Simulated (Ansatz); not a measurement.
**Run report: Ca, geometry relaxation**

System: Ca (6 atoms in the cell).
Method: DFT PBE, scalar-relativistic, plane waves, PAW, no spin polarisation (Ansatz 0.2.0).

The structure was made by a generator, so it may or may not be a known phase.

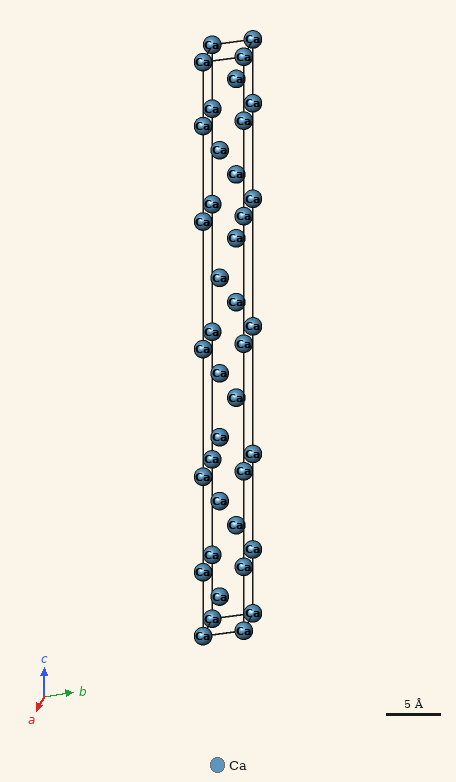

Figure 1. The starting structure (spheres-only view of the cell 3 times as large as that of the calculation, set on its symmetry axes, seen at an oblique angle).

## The input
```yaml
crystal:
  lattice:
    - [2.0145129956, 1.1630796203, 19.8416578067]
    - [-2.0145129956, 1.1630796203, 19.8416578067]
    - [0.0, -2.3261592406, 19.8416578067]
  atoms:
    - { symbol: Ca, position: [0.5, 0.5, 0.5] }
    - { symbol: Ca, position: [0.0, 0.0, 0.0] }
    - { symbol: Ca, position: [0.1112793, 0.1112793, 0.1112793] }
    - { symbol: Ca, position: [0.8887207, 0.8887207, 0.8887207] }
    - { symbol: Ca, position: [0.2776863, 0.2776863, 0.2776863] }
    - { symbol: Ca, position: [0.7223137, 0.7223137, 0.7223137] }
basis:
  ecutwfc: 420
kpoints:
  mp_grid: { grid: [12, 12, 12] }
hamiltonian:
  xc: pbe
scf:
  occupations: { method: gaussian, width: 0.1 }
output:
  forces: true
  stress: true
  eigenvalues: true
  write_density: true
  write_potential: true
  elf: true
  volumetric_format: npy
relax:
  adjacent_minimum: "off"
  f_tol: 0.01
  max_steps: 30
  cell: { stress_tol: 0.1, fix: [volume] }
```

Run on 4 threads of Intel Xeon @ 2.60GHz (Ice Lake), 24 GiB of memory available, shared host.

Launch command:
```bash
ansatz run input.yaml --threads 4 --pin off --max-ram 8192MiB --backend cpu --events-out ev --progress --plain --runs-dir out
```

## Log
```
basis.fft_grid_basis auto: the FFT boxes are laid along the combinations [[1, -1, 0], [0, 1, 0], [0, -1, 1]] of the cell's own vectors, 4.029, 19.978 and 4.029 Å long. The dense box has 27×135×27 points. Along the cell's own vectors, as sized, it would have 135×135×135, 25.00 times as many. Of the 12 symmetry operations that the crystal satisfies within crystal.symmetry.tolerance (time reversal apart; of a slab, those that keep its plane) the dense box along the cell's own vectors carries 12, and the one as laid loses 8 of those. basis.fft_grid_basis: typed keeps the cell's own vectors: state it where this run's energies or levels are differenced outside the engine with another run's, or held beside a run that keeps those vectors. Those combinations have planes normal to reciprocal vector 3, as the cell's own vectors have. Each planar average written beside output.write_density, output.write_potential has a row for each plane of the box: 27. The volumetric files lie along those combinations, not along the cell's own vectors: a cube or XSF file states them, and fields.json those of NumPy files.
Engine: ansatz 0.2.0, x86_64-unknown-linux-gnu
Pseudopotentials: kind: paw
Pseudopotential: Ca, paw, valence charge 10, recommended cutoff 420 eV (normal), Ca.paw.azcp
Functional definition: PBE
  parameter kappa = 0.804
  parameter beta = 0.06672455060314922
  exchange = pbe_x(kappa = kappa, mu = beta*pi^2/3)
  correlation = pbe_c(beta = beta)
Crystal: 6 atoms, lattice volume = 278.939 Å³
Basis set: ecut = 420 eV, 5473 PW (Γ), FFT grids on a1−a2, a2, −a2+a3, exchange–correlation on 54×270×54 points (8 copies of the dense FFT grid, shifted against one another)
Bands: 36, of which v1, the nominal top of the filled ones, is band 30 counted from 1 (29 counted from 0)
Symmetry: 12 space group operations
Space group: R-3m (ITA 166), of the structure as read, at distance tolerance 6.5e-5 Å
k-points: 189 of 1728
Non-local potential: Ca, projectors of the file, l = 0: 3, l = 1: 2, l = 2: 2
PAW form: soft (Blöchl's): semilocal exchange-correlation on the pseudo side does not see the compensation charge
PAW one-centre angular grid: Ca, 110 points (default); XC on 64 Gauss nodes
Initial density: superposition of atomic densities (neutral atoms: chi_scale 0, normalization atom), corrected by the library's trained network
Initial wavefunctions: pseudopotential atomic-orbital guess
Functional: x = pbe(κ = 0.804, μ = 0.2195149727645171), c = pbe(β = 0.06672455060314922)
SCF iter   1: F=—  HF=-10901.041416 eV  |F-HF|=—  |Δ(HF+E_count)|=         —  Δρ=1.20e-3  dr2=4.05e-2  ethr=1.77e-3  ⟨swp⟩=10.7  Hψ=33564  notcnv=0  defer=2
preconditioner: auto → Kerker (q_TF=auto, 2.112 Å⁻¹)  [metal: Δε(μ)=0.005 eV  Ē_g=1.987 eV  σ=0.100 eV  W_gap=0.03  n_scr=54 (ndim 8)  ℏωp=7.7 eV  f_vac=0.000  D(μ)=8.66/eV (n_scr^D=74)]
SCF iter   2: F=—  HF=-10901.045025 eV  |F-HF|=—  |Δ(HF+E_count)|=   3.61e-3  Δρ=6.84e-4  dr2=8.16e-3  ethr=6.74e-5  ⟨swp⟩=1.5  Hψ=8519  notcnv=0  defer=5
SCF iter   3: F=—  HF=-10901.044896 eV  |F-HF|=—  |Δ(HF+E_count)|=   1.29e-4  Δρ=2.64e-4  dr2=4.94e-4  ethr=1.36e-5  ⟨swp⟩=1.4  Hψ=6843  notcnv=0  defer=4
SCF iter   4: F=—  HF=-10901.044854 eV  |F-HF|=—  |Δ(HF+E_count)|=   4.16e-5  Δρ=6.49e-5  dr2=8.89e-5  ethr=8.24e-7  ⟨swp⟩=2.0  Hψ=7853  notcnv=0  defer=4
SCF iter   5: F=—  HF=-10901.045016 eV  |F-HF|=—  |Δ(HF+E_count)|=   1.62e-4  Δρ=1.55e-5  dr2=3.08e-6  ethr=1.48e-7  ⟨swp⟩=1.2  Hψ=6791  notcnv=0  defer=4
SCF iter   6: F=—  HF=-10901.045016 eV  |F-HF|=—  |Δ(HF+E_count)|=   1.91e-7  Δρ=3.69e-6  dr2=1.08e-7  ethr=5.14e-9  ⟨swp⟩=2.0  Hψ=7509  notcnv=0  defer=4
SCF iter   7: F=-10901.045016 eV  HF=-10901.045016 eV  |F-HF|=3.20e-10  |Δ(HF+E_count)|=   3.10e-8  Δρ=9.78e-7  dr2=3.51e-9  ethr=1.67e-10  ⟨swp⟩=16.2  Hψ=48291  notcnv=0
SCF 1 converged in 7 iterations: F = -10901.045016 eV  dr2 = 3.51e-9
  greatest PAW one-centre occupation: 0.996 electrons in one spin orbital (limit 2), on the Ca atom at site 1 (counted from 0), in its partial waves of l = 0
relax step   1: F+E_penalty+E_count = -10901.04501638 eV  Δ(F+E_penalty+E_count) = +0.000e0 eV  max|allowed force component| = 2.098e-3 eV/Å  Δτ_max = 0.0000 Å  P = -1.404 GPa  Ω = 278.939 Å³  fix = [volume]  reactions: volume -1.404 GPa  (7 SCF iters, dr2 threshold 1.00e-7 eV, accepted)
Initial density: handed on by an earlier stage of this run
Initial wavefunctions: pseudopotential atomic-orbital guess (no wavefunctions were taken with the density)
iter 1 solved again at ethr=3.67e-7 eV; its pass at ethr=3.10e-3 eV (dr2=2.20e-4 eV) is discarded
SCF iter   1: F=—  HF=-10901.044861 eV  |F-HF|=—  |Δ(HF+E_count)|=         —  Δρ=1.25e-6  dr2=9.80e-9  ethr=3.67e-7  ⟨swp⟩=4.8  Hψ=51697  notcnv=0
eigensolver tolerance schedule: the retry pair's looser diagonalisation over-reported the residual by 22455.20 of it (diagonalisation noise at an unbounded share of the residual, at the tolerance the schedule requests for it); recorded, not acted on — ethr = c·dr2/N_el stays at c = 1.0e-1
preconditioner: auto → Kerker (q_TF=auto, 2.112 Å⁻¹)  [metal: Δε(μ)=0.002 eV  Ē_g=1.982 eV  σ=0.100 eV  W_gap=0.01  n_scr=54 (ndim 8)  ℏωp=7.7 eV  f_vac=0.000  D(μ)=8.83/eV (n_scr^D=74)]
SCF iter   2: F=—  HF=-10901.045016 eV  |F-HF|=—  |Δ(HF+E_count)|=   1.55e-4  Δρ=8.27e-7  dr2=5.60e-9  ethr=1.63e-11  ⟨swp⟩=4.6  Hψ=17180  notcnv=0
SCF iter   3: F=—  HF=-10901.045016 eV  |F-HF|=—  |Δ(HF+E_count)|=  1.71e-10  Δρ=4.29e-7  dr2=1.11e-9  ethr=9.34e-12  ⟨swp⟩=1.0  Hψ=6805  notcnv=0
SCF iter   4: F=-10901.045016 eV  HF=-10901.045016 eV  |F-HF|=1.56e-10  |Δ(HF+E_count)|=  9.64e-11  Δρ=1.68e-7  dr2=2.21e-10  ethr=1.00e-12  ⟨swp⟩=8.1  Hψ=38213  notcnv=0
SCF 2 converged in 4 iterations: F = -10901.045016 eV  dr2 = 2.21e-10
relax step   2: F+E_penalty+E_count = -10901.04501638 eV  Δ(F+E_penalty+E_count) = -5.857e-10 eV  max|allowed force component| = 2.095e-3 eV/Å  Δτ_max = 0.0000 Å  P = -1.404 GPa  Ω = 278.939 Å³  fix = [volume]  reactions: volume -1.404 GPa  stress off target by 6.67e-2 GPa on what of the cell is left free  SCF on the basis re-selected at this cell (its energy is not comparable with the rows above)  (4 SCF iters)
```

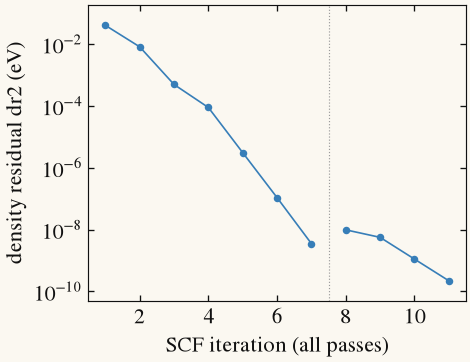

Figure 2. Convergence of the self-consistent field: density residual dr2 against the SCF iteration. The dotted lines part the SCF passes of the relaxation: geometry steps, rejected trials and re-solves on a re-selected basis. The passes take 7 and 4 iterations.

```
basis re-selected at this cell: Δ(F+E_penalty+E_count) = -5.857e-10 eV, ΔP = -0.000 GPa vs the last step (what re-selecting the basis moved, of the pressure what is left beyond the Pulay correction that the steps carried, after the strain that the cell walked since its last selection, with what the two solves' SCF thresholds leave and, on support functions, any second-order correction that the steps lacked; it is no measure of the basis error at this ecutwfc). This SCF's stress stands 6.67e-2 GPa from its target on what of the cell is left free (relax.cell.stress_tol is 1.00e-1 GPa) and its largest allowed force component is 2.09e-3 eV/Å (relax.f_tol is 1.00e-2 eV/Å): within both
SCF converged after 4 iterations
Free energy (F): -10901.045016 eV
Harris-Foulkes:  -10901.045016 eV  (|F-HF|=1.56e-10)
Internal energy: -10901.000871 eV  (E = F + TS)
E sigma→0 (E₀):  -10901.022944 eV
Entropy (-TS):   -0.044145 eV (-7.358 meV/atom)
Fermi energy:    4.319001 eV
--- Per-component energies (eV) ---
  E_band       = -1100.458410
  E_kinetic    = 1647.412786
  E_local      = -5265.716917  (includes V_loc(G=0)·N_el)
  E_nonlocal   = 381.151126
  E_hartree    = 1768.101800
  E_xc         = -812.943555
  E_vxc        = -1013.049930  (∫ρ·V_xc dr)
  E_paw        = -5149.131797  (= ΣΔE_a)
  E_vpaw       = -386.458689  (= ΣTr[D̂ρ^β])
  E_aug_tail   = -0.000036  (compensation charges beyond the density's cutoff)
  E_ewald      = -3469.874276
  E_smearing   = -0.044145  (= −TS)
  E_closure    = -0.000000  (closes the sum)
  Σ components = -10901.045016   (vs F -10901.045016, Δ=0.00e0)
--- Forces (eV/Å), atoms counted from 1 ---
  atom   1  Ca    -0.00000000     0.00000000    -0.00000000
  atom   2  Ca     0.00000000     0.00000000     0.00000000
  atom   3  Ca     0.00000000     0.00000000    -0.00209452
  atom   4  Ca    -0.00000000    -0.00000000     0.00209452
  atom   5  Ca     0.00000000     0.00000000     0.00050573
  atom   6  Ca     0.00000000    -0.00000000    -0.00050573
  max |Σ_I F_I| component: 1.08e-19 eV/Å
--- Stress (GPa, compression-positive) ---
       -1.370860       0.000000       0.000000
        0.000000      -1.370860      -0.000000
       -0.000000      -0.000000      -1.470917
  P = ⅓ Tr σ = -1.4042 GPa (-14.042 kbar)
--- Band table (eV; the first three rows and the last of 189) ---
  k-point 0: bands = ["-37.9637", "-37.9609", "-37.9580", "-37.9448", "-37.9439", "-37.9339", "-18.9751", "-18.9516", "-18.9455", "-18.9034", "-18.9024", "-18.9023", "-18.9023", "-18.8976", "-18.8976", "-18.8933", "-18.8933", "-18.8815", "-18.8815", "-18.8796", "-18.8796", "-18.8744", "-18.8681", "-18.8681", "0.4495", "0.8778", "0.8780", "2.0522", "2.0537", "3.3293", "4.0596", "5.1310", "5.1324", "6.0647", "6.0766", "6.4196"]
  k-point 1: bands = ["-37.9632", "-37.9605", "-37.9577", "-37.9444", "-37.9436", "-37.9336", "-18.9731", "-18.9511", "-18.9445", "-18.9075", "-18.9064", "-18.9045", "-18.9038", "-18.9006", "-18.8989", "-18.8960", "-18.8943", "-18.8861", "-18.8838", "-18.8828", "-18.8807", "-18.8746", "-18.8724", "-18.8691", "0.5475", "0.9497", "0.9960", "2.1006", "2.1804", "3.4241", "4.0801", "5.1101", "5.1733", "6.0092", "6.0553", "6.2968"]
  k-point 2: bands = ["-37.9619", "-37.9594", "-37.9568", "-37.9433", "-37.9426", "-37.9326", "-18.9676", "-18.9503", "-18.9429", "-18.9202", "-18.9183", "-18.9140", "-18.9078", "-18.9071", "-18.9024", "-18.9019", "-18.8983", "-18.8972", "-18.8919", "-18.8864", "-18.8839", "-18.8829", "-18.8761", "-18.8719", "0.8368", "1.2067", "1.2977", "2.3165", "2.4725", "3.6912", "4.1486", "5.1013", "5.2296", "5.8316", "5.8929", "5.9748"]
  k-point 188: bands = ["-37.9637", "-37.9609", "-37.9580", "-37.9448", "-37.9439", "-37.9339", "-18.9727", "-18.9616", "-18.9267", "-18.9244", "-18.9023", "-18.9023", "-18.8977", "-18.8977", "-18.8933", "-18.8933", "-18.8906", "-18.8815", "-18.8815", "-18.8796", "-18.8796", "-18.8763", "-18.8681", "-18.8681", "0.5523", "0.5642", "1.3881", "1.3889", "2.7952", "2.8048", "4.5235", "4.5351", "5.6428", "5.6529", "6.3520", "6.3825"]
--- Relaxed structure (1 steps of the walk, 1 accepted, 1 SCFs on fresh bases) ---
  F+E_penalty+E_count = -10901.04501638 eV   max|allowed force component| = 2.095e-3 eV/Å   (the final SCF, on the basis selected at the relaxed cell)
  cell:  # Å, volume = 278.9387 Å³
    - [2.01451299560376, 1.1630796202978293, 19.8416578067]
    - [-2.01451299560376, 1.1630796202978293, 19.8416578067]
    - [0.0, -2.3261592405956586, 19.8416578067]
  atoms:
    - { symbol: Ca, position: [0.49999999999999994, 0.49999999999999994, 0.49999999999999994] }
    - { symbol: Ca, position: [0.0, 0.0, 0.0] }
    - { symbol: Ca, position: [0.1112793, 0.1112793, 0.1112793] }
    - { symbol: Ca, position: [0.8887206999999998, 0.8887206999999998, 0.8887206999999998] }
    - { symbol: Ca, position: [0.27768629999999994, 0.27768629999999994, 0.27768629999999994] }
    - { symbol: Ca, position: [0.7223136999999998, 0.7223136999999998, 0.7223136999999998] }
```

## Trajectory as extended XYZ (Å, eV, eV/Å), 2 frames, from step=1 to step=2
```
6
Lattice="2.0145 1.1631 19.8417 -2.0145 1.1631 19.8417 0.0000 -2.3262 19.8417" Properties=species:S:1:pos:R:3:forces:R:3 step=1 energy=-10901.04502 pressure_GPa=-1.40
Ca    0.0000    0.0000   29.7625    0.0000   0.0000   0.0000
Ca    0.0000    0.0000    0.0000    0.0000   0.0000   0.0000
Ca    0.0000    0.0000    6.6239    0.0000   0.0000  -0.0021
Ca    0.0000    0.0000   52.9011    0.0000   0.0000   0.0021
Ca    0.0000    0.0000   16.5293    0.0000   0.0000   0.0005
Ca    0.0000    0.0000   42.9957    0.0000   0.0000  -0.0005
6
Lattice="2.0145 1.1631 19.8417 -2.0145 1.1631 19.8417 0.0000 -2.3262 19.8417" Properties=species:S:1:pos:R:3:forces:R:3 step=2 energy=-10901.04502 pressure_GPa=-1.40
Ca    0.0000    0.0000   29.7625    0.0000   0.0000   0.0000
Ca    0.0000    0.0000    0.0000    0.0000   0.0000   0.0000
Ca    0.0000    0.0000    6.6239    0.0000   0.0000  -0.0021
Ca    0.0000    0.0000   52.9011    0.0000   0.0000   0.0021
Ca    0.0000    0.0000   16.5293    0.0000   0.0000   0.0005
Ca    0.0000    0.0000   42.9957    0.0000   0.0000  -0.0005
```

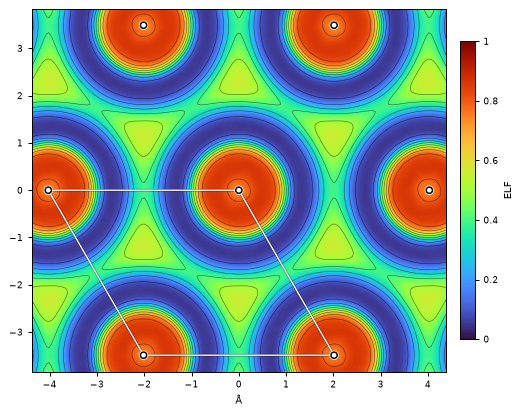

Figure 3. Electron localisation function on the (001) plane of the conventional cell. Circles mark the nuclei in the plane (Ca). The section cuts through Ca sites. Ca–Ca (4.03 Å): the ELF is about 0.40 at the midpoint (metallic bonding. The ELF has a maximum of about 0.55 in the space between the atoms. The strong features right at Ca lie inside the PAW spheres (semicore, d or f shells) and say nothing about bonding. In a PAW calculation such maps are meaningful between the atoms, not at the nuclei.

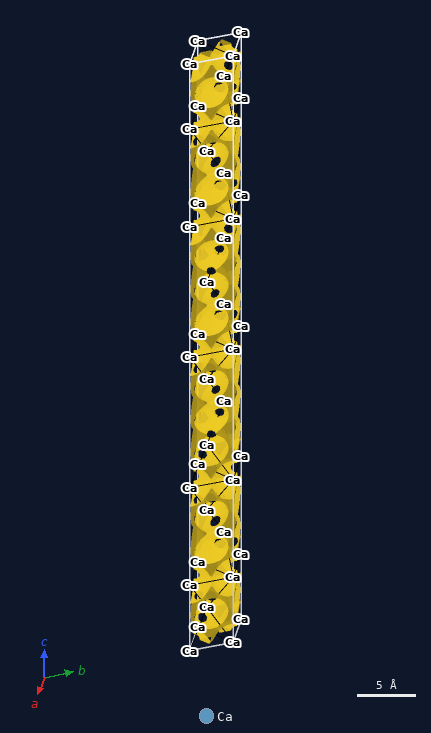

Figure 4. Isosurface of the electron localisation function at 0.45 (yellow), seen at an oblique angle. Core shells and regions of very low density are left out. Sticks mark near contacts. The outline is the cell set on symmetry axes. Along the contacts the grid gives the following.

## Summary

| quantity | value |
| --- | --- |
| outcome | converged |
| space group (tolerance 0.01 Å) | R-3m (166) |
| electrons treated | 60 |
| free energy | −10901.0450 eV |
| Fermi energy | 4.319 eV |
| gap on the k-point mesh | none (metallic) |
| pressure | −1.40 GPa |
| final volume | 278.94 Å³ |
| largest force (length of the vector) at the end | 0.002 eV/Å |
| final cell | a = 19.978 Å, b = 19.978 Å, c = 19.978 Å, α = 11.57°, β = 11.57°, γ = 11.57° |
| wall time | 36 s (CPU time 2.4 min) |
| peak memory | 1.6 GiB |
